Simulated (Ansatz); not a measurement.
```
CELL_PARAMETERS angstrom
4.33300 0.00000 0.00000
0.00000 4.33300 0.00000
0.00000 0.00000 30.74933
ATOMIC_POSITIONS crystal
Pb 0.50000 0.00000 0.46075
O 0.00000 0.00000 0.50000
O 0.50000 0.50000 0.50000
Pb 0.00000 0.50000 0.53925
```

Not relaxed (largest force 1.2 eV/Å).

The calculation used DFT PBE+D3(BJ), scalar-relativistic, plane waves, PAW (Ansatz).

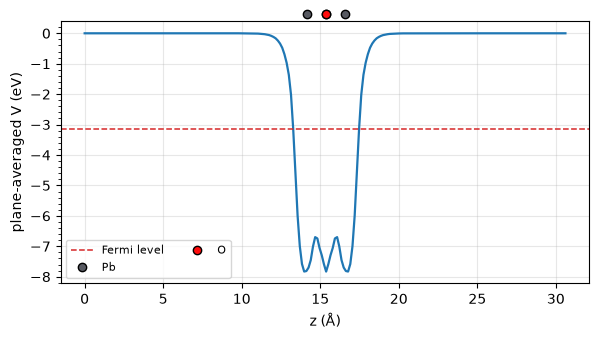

PbO (slab). Plane average of the electrostatic potential (local pseudopotential plus Hartree) felt by an electron across the slab. Circles mark the heights of the atoms.

In a PAW calculation such maps are meaningful between the atoms, not at the nuclei.

How far above the Fermi level of the calculation is the vacuum level?

Answer. 3.1 eV. The slab has a gap, so the Fermi level lies inside it and this isn't a work function in the metallic sense.

How thick is the slab, and how wide the vacuum?

Answer. The outermost nuclei are 2.4 Å apart, in 3 atomic planes; the vacuum between periodic images is 28.3 Å wide.
